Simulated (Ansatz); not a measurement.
Input of the run:

```yaml
crystal:
  lattice:
    - [-1.58422, 1.58422, 1.58422]
    - [1.58422, -1.58422, 1.58422]
    - [1.58422, 1.58422, -1.58422]
  atoms:
    - { symbol: Pt, position: [0.0, 0.0, 0.0] }
hamiltonian:
  xc: pbesol
  pseudopotentials: { kind: paw }
kpoints:
  mp_grid: { grid: [12, 12, 12] }
  band_path:
    path:
      - [[0.0, 0.0, 0.0], [0.5, -0.5, 0.5], [0.0, 0.0, 0.5], [0.0, 0.0, 0.0], [0.25, 0.25, 0.25], [0.5, -0.5, 0.5]]
      - [[0.25, 0.25, 0.25], [0.0, 0.0, 0.5]]
    npoints: 14
scf:
  occupations: { method: fermi_dirac, width: 0.05 }
  n_extra_bands: 6
output:
  forces: true
  stress: true
  eigenvalues: true
  fatbands: true
```

System: bcc Pt, space group Im-3m, 1 atom in the primitive cell.

Ansatz; PBEsol, Ansatz PAW, no spin polarisation, no spin-orbit coupling, 12×12×12 k mesh, 420 eV cutoff, Fermi-Dirac smearing of 0.05 eV.

What will the band structure look like? The path is Γ–H–N–Γ–P–H|P–N.

A metal: 4 bands cross the Fermi level along this path. Bands cross the Fermi level on every line of the path. At N the nearest levels lie 0.58 eV below and 0.28 eV above the Fermi level.

Spin-orbit coupling is left out, which matters for Pt. The PAW data sets were made with another functional. The cell is at −11 GPa in this functional. This isn't the form of Pt at room conditions, which is fcc.

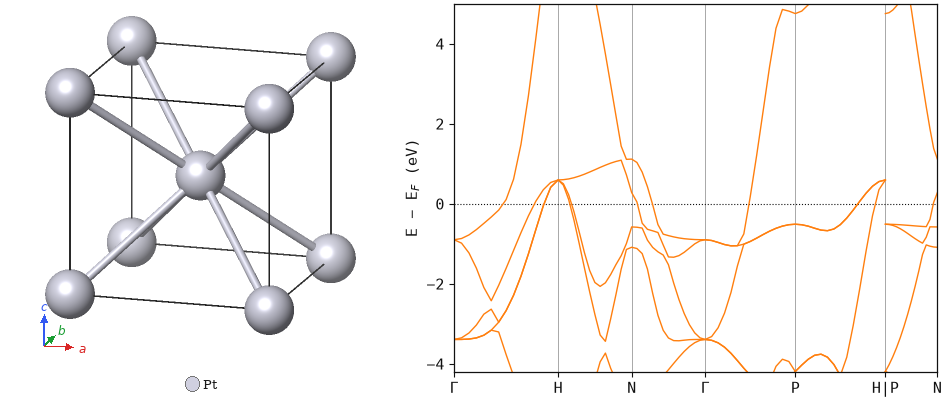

Band structure, beside the structure. Energies are counted from the Fermi level.
